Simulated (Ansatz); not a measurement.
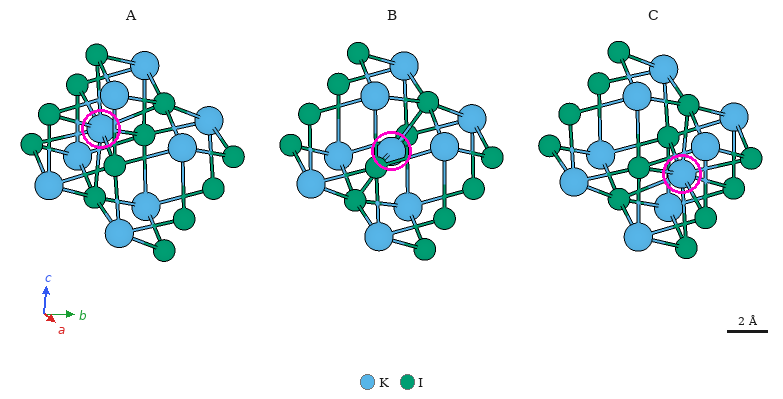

3 geometries from a converged minimum-energy path of a defect cell of composition K11I12 (cell charge −1) with a K vacancy (23 atoms in the cell), shuffled. The picture is a ball-and-stick view of the atoms within 6.1 Å of the middle of the path, seen slightly off an axis. The moving atom is ringed, with any periodic copies. Bonds to atoms that aren't drawn are left out.

These are results of DFT PBE, scalar-relativistic, plane waves, PAW (Ansatz), not measurements. Run with plane-wave cutoff 420 eV; k-point mesh 2 × 2 × 2; Gaussian smearing 0.05 eV; 5 movable images; climbing image; force threshold 0.05 eV/Å; iteration limit 60.

One of them is the converged climbing image. Which?

B. In order along the path, whose images run from 0 to 6: C (image 0, 0.000 eV), B (image 3, +0.246 eV), A (image 6, 0.000 eV). It is a vacancy jump: a nearby atom moves into the empty site and leaves its own site empty. A K atom travels furthest, 3.80 Å from end to end, roughly along [−1 −3 2], on a straight line. At the highest image its nearest neighbour (I) is 3.31 Å away, against 3.65 Å at the start, and the surrounding atoms stand up to 0.15 Å off the mean of their end positions.

Limits of the set-up: the cell is charged, on a uniform background, and energies carry no finite-size correction.

Cost: 8.7 min on 4 threads of Arm Neoverse V1 (shared host), peak memory 6.5 GiB.
